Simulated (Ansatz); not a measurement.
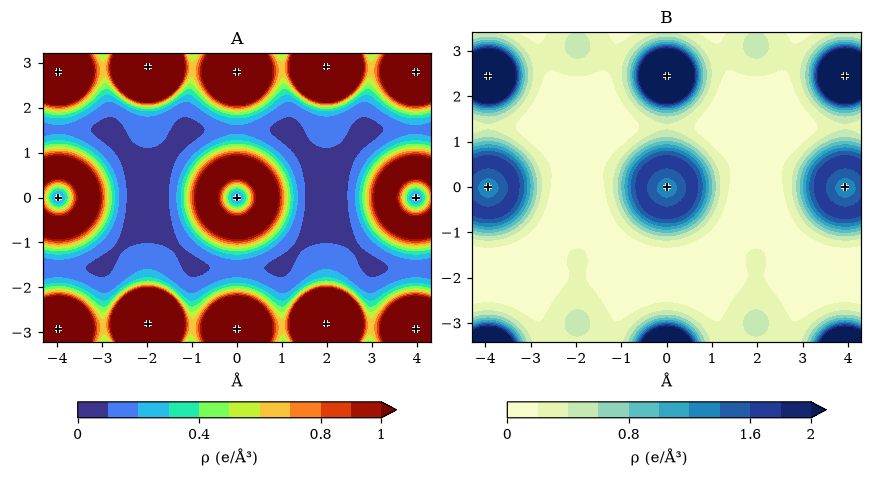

The valence electron density of 2 systems, each on a plane through atoms (crosses mark nuclei in the plane).

Computed with DFT, r2SCAN with spin-orbit coupling, plane waves, PAW in Ansatz.

System 1: BaTiO₃, the (011̄) plane of the conventional cell. Space group P4mm; a structure from a database of computed crystals, not necessarily the ambient phase; started from the database structure prototype, which need not be the ambient phase.

```cif
data_structure
_symmetry_space_group_name_H-M 'P 1'
_symmetry_Int_Tables_number 1
_cell_length_a 3.9720
_cell_length_b 3.9720
_cell_length_c 4.1130
_cell_angle_alpha 90.000
_cell_angle_beta 90.000
_cell_angle_gamma 90.000
_cell_volume 64.89
loop_
_atom_site_label
_atom_site_type_symbol
_atom_site_fract_x
_atom_site_fract_y
_atom_site_fract_z
_atom_site_occupancy
Ba1 Ba 0.50000 0.50000 0.58504 1
Ti1 Ti 0.00000 0.00000 0.10316 1
O1 O 0.00000 0.50000 0.06291 1
O2 O 0.50000 0.00000 0.06291 1
O3 O 0.00000 0.00000 0.54597 1
```

System 2: La₂O₃, the (010) plane of the conventional cell. Space group P-3m1; a structure from a database of computed crystals, not necessarily the ambient phase; started from the database structure prototype, which need not be the ambient phase.

**Match each panel to its system.**

Panel A is system 1, BaTiO₃: the plane holds Ba, Ti and O. Ba–O (2.79 Å): ρ is about 0.2 e/Å³ halfway. Panel B is system 2, La₂O₃: the plane holds La and O. La–O (2.45 Å): the density is about 0.42 e/Å³ at the midpoint.
